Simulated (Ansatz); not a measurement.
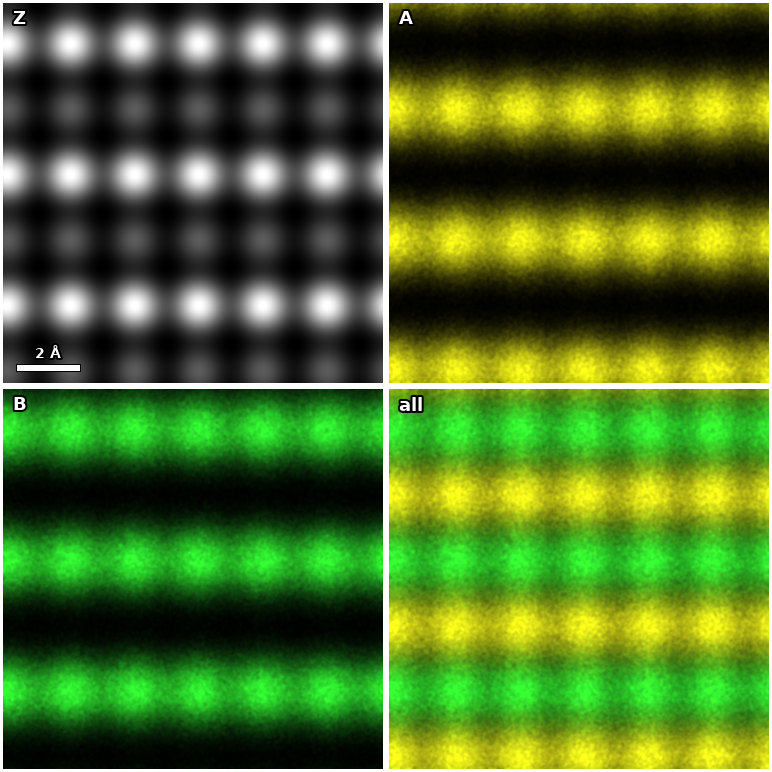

TiAl (P4/mmm, No. 123) along [110]. Panel Z: Simulated incoherent Z contrast: every atom adds Z^1.7 spread by a probe of 1.30 Å full width; channelling and multiple scattering are left out. The probe carries 15 % of its weight in a tail 2.5 times as wide. The other panels are simulated element maps (the number of atoms of one element along the beam, blurred by 1.7 Å, with counting noise; each on its own scale, no channelling); the last overlays them. Structure used: coordinates from a relaxation at fixed volume with DFT PBE, scalar-relativistic, plane waves, PAW in Ansatz 0.2.0.

```
Ti Al
1.0
     2.87744    0.00000    0.00000
     0.00000    2.87744    0.00000
     0.00000    0.00000    4.15672
Ti Al
1 1
Direct
  0.00000 0.00000 0.00000
  0.50000 0.50000 0.50000
```

### Which element does each lettered map show?

A: Al, B: Ti. The projected cell (2.03 × 4.16 Å, 90°) holds 2 columns: 1 of Ti and 1 of Al. No column is shared by two of the mapped elements.
